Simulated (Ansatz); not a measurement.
## Run report: Co, geometry relaxation (part 1 of 2)

System: Co (6 atoms in the cell).
Method: DFT PBE, scalar-relativistic, plane waves, PAW, spin-polarised (Ansatz 0.2.0).

The structure derives from a Materials Project entry. It belongs to a series of runs on one base structure; here: 0 of 6 Co sites taken by Ca, cell and atoms relaxed. Figures and captions count atoms from 1; the log counts them from 0 in places.

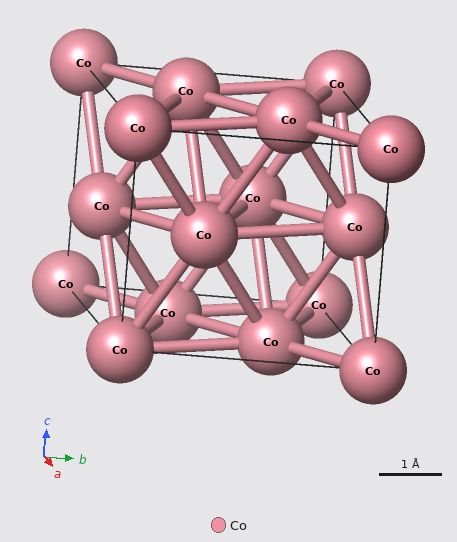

The starting structure (ball-and-stick view of the cell of the calculation, seen slightly off an axis).

**The input**
```yaml
crystal:
  lattice:
    - [-3.5201439302, -1.7600719651, -1.7600719651]
    - [-1.7600719651, -3.5201439302, 1.7600719651]
    - [-3.5201439302, 1.7600719651, 1.7600719651]
  atoms:
    - { symbol: Co, position: [0.6666666667, 0.6666666667, 0.0], spin: 1.88 }
    - { symbol: Co, position: [0.3333333333, 0.3333333333, 0.0], spin: 1.88 }
    - { symbol: Co, position: [0.0, 0.0, 0.0], spin: 1.88 }
    - { symbol: Co, position: [0.8333333333, 0.3333333333, 0.5], spin: 1.88 }
    - { symbol: Co, position: [0.5, 1.0, 0.5], spin: 1.88 }
    - { symbol: Co, position: [0.1666666667, 0.6666666667, 0.5], spin: 1.88 }
basis:
  ecutwfc: 420
kpoints:
  mp_grid: { grid: [8, 8, 8] }
hamiltonian:
  xc: pbe
scf:
  occupations: { method: gaussian, width: 0.1 }
output:
  forces: true
  stress: true
  eigenvalues: true
  populations: true
  write_density: true
  write_potential: true
  elf: true
  volumetric_format: npy
magnetization:
  spin_polarized: true
relax:
  adjacent_minimum: "off"
  f_tol: 0.015
  max_steps: 60
  cell: { stress_tol: 0.15 }
```

Run as:
```bash
ansatz run input.yaml --threads 1 --pin off --max-ram 2560MiB --backend cpu --events-out ev --progress --plain --runs-dir out
```

**Log**
```
Engine: ansatz 0.2.0, aarch64-unknown-linux-gnu
Pseudopotentials: kind: paw
Pseudopotential: Co, paw, valence charge 17, recommended cutoff 420 eV (normal), Co.paw.azcp
Functional definition: PBE
  parameter kappa = 0.804
  parameter beta = 0.06672455060314922
  exchange = pbe_x(kappa = kappa, mu = beta*pi^2/3)
  correlation = pbe_c(beta = beta)
Crystal: 6 atoms, lattice volume = 65.429 Å³
Basis set: ecut = 420 eV, 1255 PW (Γ), exchange–correlation on 60×60×60 points (8 copies of the dense FFT grid, shifted against one another)
Bands: 68, of which v1, the nominal top of the filled ones, is band 51 counted from 1 (50 counted from 0)
Symmetry: 24 space group operations
Space group: Fm-3m (ITA 225), of the structure as read, at distance tolerance 4.0e-5 Å
Magnetic group: BNS 225.116 (UNI 1618), of the structure as read, at distance tolerance 4.0e-5 Å
k-points: 150 of 512
Non-local potential: Co, projectors of the file, l = 0: 3, l = 1: 2, l = 2: 3, l = 3: 1
PAW form: soft (Blöchl's): semilocal exchange-correlation on the pseudo side does not see the compensation charge
PAW one-centre angular grid: Co, 590 points (default); XC on 64 Gauss nodes
Initial density: superposition of atomic densities (chi_scale 0.1, normalization cell)
Starting moments: Σ|m| = 11.28 μB on 6 of 6 sites
Initial wavefunctions: pseudopotential atomic-orbital guess
Functional: x = pbe(κ = 0.804, μ = 0.2195149727645171), c = pbe(β = 0.06672455060314922)
SCF iter   1: F=—  HF=-30754.836452 eV  |F-HF|=—  |Δ(HF+E_count)|=         —  Δρ=9.51e-2 (↑3.66e-2 ↓9.51e-2)  dr2=6.48e0  dr2_m=5.61e-1  M=10.608 μB ∫|m|=10.977 μB  β_m=0.30  ethr=3.10e-3  ⟨swp⟩=5.1  Hψ=63224  notcnv=0  defer=489
Mixer restart at iter 1: flushing history
preconditioner: auto → Kerker (q_TF=auto, 2.938 Å⁻¹)  [metal: Δε(μ)=0.000 eV  Ē_g=8.368 eV  σ=0.100 eV  W_gap=0.00  n_scr=20 (ndim 8)  ℏωp=33.7 eV  f_vac=0.000  D(μ)=6.90/eV (n_scr^D=80)]
spin=Collinear: Kerker preconditioning applied to the charge; magnetization (m = ρ↑ − ρ↓) channel mixes plain (no charge-response kernel on spin).
SCF iter   2: F=—  HF=-30752.896019 eV  |F-HF|=—  |Δ(HF+E_count)|=    1.94e0  Δρ=3.97e-2 (↑1.57e-2 ↓3.97e-2)  dr2=4.45e-1  dr2_m=4.13e-1  M=10.585 μB ∫|m|=11.078 μB  β_m=0.37  ethr=3.10e-3  ⟨swp⟩=2.2  Hψ=32228  notcnv=0  defer=2083
SCF iter   3: F=—  HF=-30754.740064 eV  |F-HF|=—  |Δ(HF+E_count)|=    1.84e0  Δρ=2.04e-2 (↑2.04e-2 ↓1.15e-2)  dr2=4.17e-2  dr2_m=1.31e-1  M=10.437 μB ∫|m|=11.080 μB  β_m=0.59  ethr=4.36e-4  ⟨swp⟩=2.1  Hψ=25542  notcnv=0  defer=2086
SCF iter   4: F=—  HF=-30756.479235 eV  |F-HF|=—  |Δ(HF+E_count)|=         —  Δρ=1.29e-2 (↑1.23e-2 ↓1.29e-2)  dr2=2.17e-1  dr2_m=6.05e-3  M=10.101 μB ∫|m|=10.898 μB  β_m=0.59  ethr=4.08e-5  ⟨swp⟩=2.0  Hψ=39368  notcnv=0  defer=2092
Mixer restart at iter 4: flushing history
SCF iter   5: F=—  HF=-30756.780484 eV  |F-HF|=—  |Δ(HF+E_count)|=   3.01e-1  Δρ=4.20e-3 (↑3.41e-3 ↓4.20e-3)  dr2=1.38e-2  dr2_m=4.42e-3  M=10.016 μB ∫|m|=10.854 μB  β_m=0.64  ethr=4.08e-5  ⟨swp⟩=2.0  Hψ=40084  notcnv=0  defer=2080
SCF iter   6: F=—  HF=-30756.827157 eV  |F-HF|=—  |Δ(HF+E_count)|=   4.67e-2  Δρ=6.08e-3 (↑4.36e-3 ↓6.08e-3)  dr2=4.88e-2  dr2_m=1.10e-3  M=9.974 μB ∫|m|=10.840 μB  β_m=0.80  ethr=1.35e-5  ⟨swp⟩=2.1  Hψ=34720  notcnv=0  defer=2082
SCF iter   7: F=—  HF=-30756.833239 eV  |F-HF|=—  |Δ(HF+E_count)|=   6.08e-3  Δρ=4.30e-3 (↑3.71e-3 ↓4.30e-3)  dr2=1.90e-2  dr2_m=1.65e-4  M=9.925 μB ∫|m|=10.821 μB  β_m=0.90  ethr=1.35e-5  ⟨swp⟩=2.0  Hψ=38672  notcnv=0  defer=2086
SCF iter   8: F=—  HF=-30756.836017 eV  |F-HF|=—  |Δ(HF+E_count)|=   2.78e-3  Δρ=9.54e-4 (↑9.54e-4 ↓7.88e-4)  dr2=6.40e-4  dr2_m=2.98e-5  M=9.931 μB ∫|m|=10.827 μB  β_m=0.95  ethr=1.35e-5  ⟨swp⟩=2.0  Hψ=30802  notcnv=0  defer=2080
SCF iter   9: F=—  HF=-30756.838271 eV  |F-HF|=—  |Δ(HF+E_count)|=   2.25e-3  Δρ=3.20e-4 (↑3.20e-4 ↓2.99e-4)  dr2=9.54e-5  dr2_m=3.22e-6  M=9.940 μB ∫|m|=10.832 μB  β_m=0.93  ethr=6.27e-7  ⟨swp⟩=2.0  Hψ=35851  notcnv=0  defer=2080
SCF iter  10: F=—  HF=-30756.838542 eV  |F-HF|=—  |Δ(HF+E_count)|=   2.71e-4  Δρ=7.58e-5 (↑7.58e-5 ↓7.50e-5)  dr2=6.14e-6  dr2_m=1.60e-7  M=9.943 μB ∫|m|=10.833 μB  β_m=0.97  ethr=9.35e-8  ⟨swp⟩=2.0  Hψ=35803  notcnv=0  defer=2080
SCF iter  11: F=—  HF=-30756.838552 eV  |F-HF|=—  |Δ(HF+E_count)|=   9.04e-6  Δρ=6.97e-6 (↑6.97e-6 ↓5.91e-6)  dr2=4.37e-8  dr2_m=1.66e-9  M=9.944 μB ∫|m|=10.834 μB  β_m=0.98  ethr=6.01e-9  ⟨swp⟩=2.0  Hψ=35820  notcnv=0  defer=2080
SCF iter  12: F=-30756.838552 eV  HF=-30756.838552 eV  |F-HF|=5.60e-10  |Δ(HF+E_count)|=   4.44e-8  Δρ=1.89e-6 (↑6.48e-7 ↓1.89e-6)  dr2=1.29e-9  dr2_m=3.77e-10  M=9.944 μB ∫|m|=10.834 μB  ethr=4.28e-11  ⟨swp⟩=9.7  Hψ=136649  notcnv=0
SCF 1 converged in 12 iterations: F = -30756.838552 eV  dr2 = 1.29e-9
  greatest PAW one-centre occupation: 1.001 electrons in one spin orbital (limit 2), on the Co atom at site 5 (counted from 0), in its partial waves of l = 1
relax step   1: F+E_penalty+E_count = -30756.83855158 eV  Δ(F+E_penalty+E_count) = +0.000e0 eV  max|allowed force component| = 1.935e-28 eV/Å  Δτ_max = 0.0000 Å  P = +0.223 GPa  Ω = 65.429 Å³  (12 SCF iters, dr2 threshold 1.00e-7 eV, accepted)
Crystal: 6 atoms, lattice volume = 65.467 Å³
Initial density: handed on by an earlier stage of this run
Starting moments: Σ|m| = 11.28 μB on 6 of 6 sites; this step starts from the density that it was given
Initial wavefunctions: those handed on with the density
iter 1 solved again at ethr=1.44e-8 eV; its pass at ethr=3.10e-3 eV (dr2=1.47e-5 eV) is discarded
SCF iter   1: F=—  HF=-30756.838578 eV  |F-HF|=—  |Δ(HF+E_count)|=         —  Δρ=1.14e-4 (↑1.14e-4 ↓1.05e-4)  dr2=1.88e-5  dr2_m=3.35e-7  M=9.944 μB ∫|m|=10.835 μB  β_m=0.65  ethr=1.44e-8  ⟨swp⟩=2.0  Hψ=74772  notcnv=0
preconditioner: auto → none  [metal: Δε(μ)=0.001 eV  Ē_g=8.733 eV  σ=0.100 eV  W_gap=0.01  n_scr=8 (ndim 8)  ℏωp=33.7 eV  f_vac=0.000  D(μ)=6.85/eV (n_scr^D=80)]
SCF iter   2: F=—  HF=-30756.838577 eV  |F-HF|=—  |Δ(HF+E_count)|=   4.14e-7  Δρ=1.65e-4 (↑1.65e-4 ↓1.30e-4)  dr2=2.70e-5  dr2_m=2.56e-7  M=9.944 μB ∫|m|=10.835 μB  β_m=0.30  ethr=1.44e-8  ⟨swp⟩=2.0  Hψ=35978  notcnv=0
SCF iter   3: F=—  HF=-30756.838571 eV  |F-HF|=—  |Δ(HF+E_count)|=   6.19e-6  Δρ=2.34e-5 (↑1.70e-5 ↓2.34e-5)  dr2=2.32e-7  dr2_m=1.01e-7  M=9.944 μB ∫|m|=10.835 μB  β_m=0.58  ethr=1.44e-8  ⟨swp⟩=3.0  Hψ=38699  notcnv=0
SCF iter   4: F=—  HF=-30756.838574 eV  |F-HF|=—  |Δ(HF+E_count)|=   3.02e-6  Δρ=1.93e-5 (↑6.45e-6 ↓1.93e-5)  dr2=2.26e-7  dr2_m=3.80e-8  M=9.945 μB ∫|m|=10.836 μB  β_m=0.79  ethr=2.27e-10  ⟨swp⟩=2.0  Hψ=34746  notcnv=0
SCF iter   5: F=-30756.838575 eV  HF=-30756.838575 eV  |F-HF|=2.15e-8  |Δ(HF+E_count)|=   1.26e-6  Δρ=8.08e-6 (↑1.46e-6 ↓8.08e-6)  dr2=2.72e-8  dr2_m=1.06e-8  M=9.945 μB ∫|m|=10.836 μB  ethr=2.22e-10  ⟨swp⟩=5.1  Hψ=112100  notcnv=0
the search or the solves at the SCF's close seem to have found levels that the self-consistency loop had missed (the run counts 1). By its estimate they hold under 1e-12 electrons; where the run keeps them, the occupations were computed again with them
SCF 2 converged in 5 iterations: F = -30756.838575 eV  dr2 = 2.72e-8
relax step   2: F+E_penalty+E_count = -30756.83857528 eV  Δ(F+E_penalty+E_count) = -2.369e-5 eV  max|allowed force component| = 1.690e-28 eV/Å  Δτ_max = 0.0000 Å  P = +0.096 GPa  Ω = 65.467 Å³  energy of the carried Pulay correction = -4.269e-5 eV  (5 SCF iters, dr2 threshold 2.70e-7 eV, accepted)
Crystal: 6 atoms, lattice volume = 65.496 Å³
iter 1 solved again at ethr=8.85e-9 eV; its pass at ethr=3.10e-3 eV (dr2=9.03e-6 eV) is discarded
SCF iter   1: F=—  HF=-30756.838565 eV  |F-HF|=—  |Δ(HF+E_count)|=         —  Δρ=9.20e-5 (↑8.43e-5 ↓9.20e-5)  dr2=1.16e-5  dr2_m=4.20e-7  M=9.945 μB ∫|m|=10.837 μB  β_m=0.65  ethr=8.85e-9  ⟨swp⟩=2.1  Hψ=74851  notcnv=0
preconditioner: auto → none  [metal: Δε(μ)=0.002 eV  Ē_g=8.729 eV  σ=0.100 eV  W_gap=0.01  n_scr=8 (ndim 8)  ℏωp=33.7 eV  f_vac=0.000  D(μ)=6.85/eV (n_scr^D=80)]
SCF iter   2: F=—  HF=-30756.838565 eV  |F-HF|=—  |Δ(HF+E_count)|=   4.94e-9  Δρ=1.30e-4 (↑1.30e-4 ↓1.00e-4)  dr2=1.63e-5  dr2_m=2.44e-7  M=9.945 μB ∫|m|=10.837 μB  β_m=0.31  ethr=8.85e-9  ⟨swp⟩=2.0  Hψ=35978  notcnv=0
SCF iter   3: F=—  HF=-30756.838561 eV  |F-HF|=—  |Δ(HF+E_count)|=   3.63e-6  Δρ=2.50e-5 (↑1.60e-5 ↓2.50e-5)  dr2=2.30e-7  dr2_m=1.40e-7  M=9.945 μB ∫|m|=10.837 μB  β_m=0.60  ethr=8.85e-9  ⟨swp⟩=3.0  Hψ=38692  notcnv=0
SCF iter   4: F=—  HF=-30756.838564 eV  |F-HF|=—  |Δ(HF+E_count)|=   2.19e-6  Δρ=1.61e-5 (↑5.35e-6 ↓1.61e-5)  dr2=1.60e-7  dr2_m=2.71e-8  M=9.945 μB ∫|m|=10.837 μB  β_m=0.80  ethr=2.26e-10  ⟨swp⟩=2.0  Hψ=34635  notcnv=0
SCF iter   5: F=—  HF=-30756.838564 eV  |F-HF|=—  |Δ(HF+E_count)|=   6.77e-7  Δρ=3.59e-6 (↑2.21e-6 ↓3.59e-6)  dr2=1.33e-9  dr2_m=4.78e-9  M=9.946 μB ∫|m|=10.837 μB  β_m=0.90  ethr=1.57e-10  ⟨swp⟩=2.0  Hψ=35818  notcnv=0
SCF iter   6: F=-30756.838564 eV  HF=-30756.838564 eV  |F-HF|=6.91e-11  |Δ(HF+E_count)|=   1.74e-8  Δρ=1.21e-6 (↑7.72e-7 ↓1.21e-6)  dr2=2.69e-10  dr2_m=4.70e-10  M=9.946 μB ∫|m|=10.837 μB  ethr=1.30e-12  ⟨swp⟩=4.3  Hψ=97949  notcnv=0
SCF 3 converged in 6 iterations: F = -30756.838564 eV  dr2 = 2.69e-10
relax step   3: F+E_penalty+E_count = -30756.83856422 eV  Δ(F+E_penalty+E_count) = +1.106e-5 eV  max|allowed force component| = 3.969e-28 eV/Å  Δτ_max = 0.0000 Å  P = -0.003 GPa  Ω = 65.496 Å³  energy of the carried Pulay correction = -7.616e-5 eV  (6 SCF iters, dr2 threshold 6.27e-8 eV, accepted)
Initial wavefunctions: pseudopotential atomic-orbital guess (no wavefunctions were taken with the density)
iter 1 solved again at ethr=4.27e-9 eV; its pass at ethr=3.10e-3 eV (dr2=4.36e-6 eV) is discarded
SCF iter   1: F=—  HF=-30756.838639 eV  |F-HF|=—  |Δ(HF+E_count)|=         —  Δρ=6.00e-6 (↑3.74e-6 ↓6.00e-6)  dr2=1.33e-8  dr2_m=2.24e-9  M=9.946 μB ∫|m|=10.837 μB  β_m=0.65  ethr=4.27e-9  ⟨swp⟩=4.1  Hψ=134291  notcnv=0
preconditioner: auto → none  [metal: Δε(μ)=0.000 eV  Ē_g=8.728 eV  σ=0.100 eV  W_gap=0.00  n_scr=8 (ndim 8)  ℏωp=33.7 eV  f_vac=0.000  D(μ)=6.85/eV (n_scr^D=80)]
SCF iter   2: F=—  HF=-30756.838638 eV  |F-HF|=—  |Δ(HF+E_count)|=   1.04e-6  Δρ=1.14e-6 (↑1.14e-6 ↓1.13e-6)  dr2=2.61e-10  dr2_m=3.73e-10  M=9.946 μB ∫|m|=10.837 μB  β_m=0.58  ethr=1.31e-11  ⟨swp⟩=2.2  Hψ=33486  notcnv=0
SCF iter   3: F=—  HF=-30756.838638 eV  |F-HF|=—  |Δ(HF+E_count)|=   1.50e-9  Δρ=1.17e-6 (↑1.17e-6 ↓1.01e-6)  dr2=1.27e-9  dr2_m=1.90e-11  M=9.946 μB ∫|m|=10.837 μB  β_m=0.48  ethr=1.00e-12  ⟨swp⟩=2.0  Hψ=35936  notcnv=0
SCF iter   4: F=—  HF=-30756.838638 eV  |F-HF|=—  |Δ(HF+E_count)|=  5.24e-10  Δρ=2.77e-7 (↑2.12e-7 ↓2.77e-7)  dr2=8.54e-11  dr2_m=6.78e-12  M=9.946 μB ∫|m|=10.837 μB  β_m=0.66  ethr=1.00e-12  ⟨swp⟩=3.0  Hψ=38687  notcnv=0
SCF iter   5: F=-30756.838638 eV  HF=-30756.838638 eV  |F-HF|=1.09e-10  |Δ(HF+E_count)|=  4.51e-10  Δρ=4.46e-7 (↑1.63e-7 ↓4.46e-7)  dr2=1.49e-10  dr2_m=1.50e-11  M=9.946 μB ∫|m|=10.837 μB  ethr=1.00e-12  ⟨swp⟩=4.1  Hψ=83816  notcnv=0
SCF 4 converged in 5 iterations: F = -30756.838638 eV  dr2 = 1.49e-10
relax step   4: F+E_penalty+E_count = -30756.83863782 eV  Δ(F+E_penalty+E_count) = -7.360e-5 eV  max|allowed force component| = 2.391e-28 eV/Å  Δτ_max = 0.0000 Å  P = -0.001 GPa  Ω = 65.496 Å³  stress off target by 1.02e-2 GPa  SCF on the basis re-selected at this cell (its energy is not comparable with the rows above)  (5 SCF iters)
```

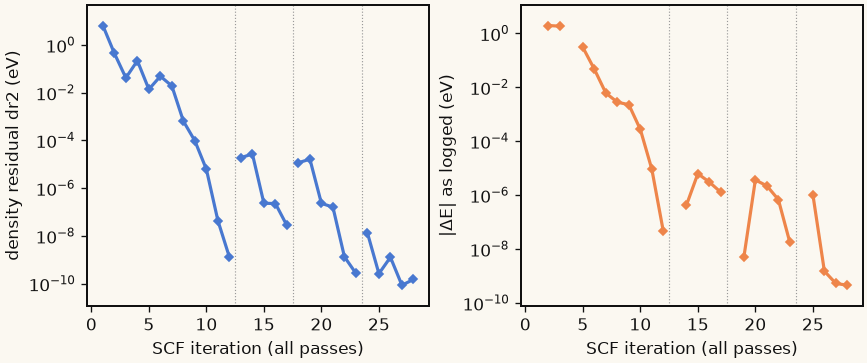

Convergence of the self-consistent field: density residual dr2 and size of the energy change against the SCF iteration. The dotted lines part the SCF passes of the relaxation: geometry steps, rejected trials and re-solves on a re-selected basis. The passes take 12, 5, 6 and 5 iterations.

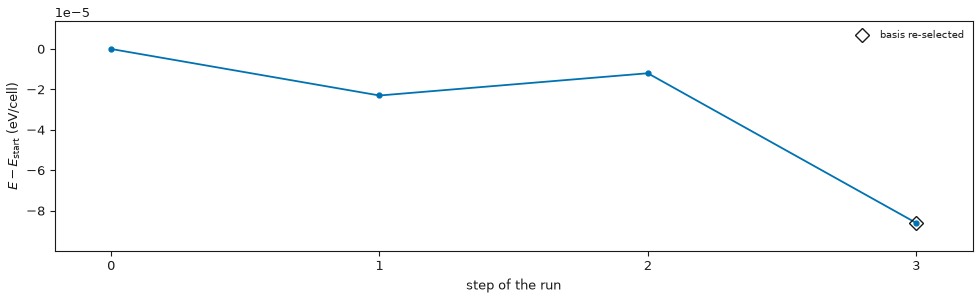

Progress of the relaxation, step by step (the first geometry is step 0 here and step 1 in the log). The energy falls by next to nothing (0.0 meV per cell of the calculation) in 2 geometry steps. All forces vanish by symmetry, so only the cell relaxes. The pressure goes from 0.22 to 0.00 GPa. The atoms keep their places relative to the cell (all moves are under 0.005 Å). The volume changes by +0.1 %, with a = b 4.311 → 4.314 Å (+0.1 %), c 4.311 → 4.312 Å (0.0 %). The space group stays Fm-3m (No. 225). A last SCF at the same geometry on a re-selected plane-wave basis shifts the energy by −0.1 meV per cell of the calculation.

```
basis re-selected at this cell: Δ(F+E_penalty+E_count) = -7.360e-5 eV, ΔP = +0.002 GPa vs the last step (what re-selecting the basis moved, of the pressure what is left beyond the Pulay correction that the steps carried, after the strain that the cell walked since its last selection, with what the two solves' SCF thresholds leave and, on support functions, any second-order correction that the steps lacked; it is no measure of the basis error at this ecutwfc). This SCF's stress stands 1.02e-2 GPa from its target on what of the cell is left free (relax.cell.stress_tol is 1.50e-1 GPa) and its largest allowed force component is 2.39e-28 eV/Å (relax.f_tol is 1.50e-2 eV/Å): within both
SCF converged after 5 iterations
Magnetization: 9.9456 μB (55.9728 up, 46.0272 down)
Absolute magnetization: 10.8400 μB (∫|ρ↑−ρ↓|, with the PAW one-centre terms)
Spin contamination: 0.1579 ħ² per cell (⟨S²⟩ above its minimum at these occupations)
```
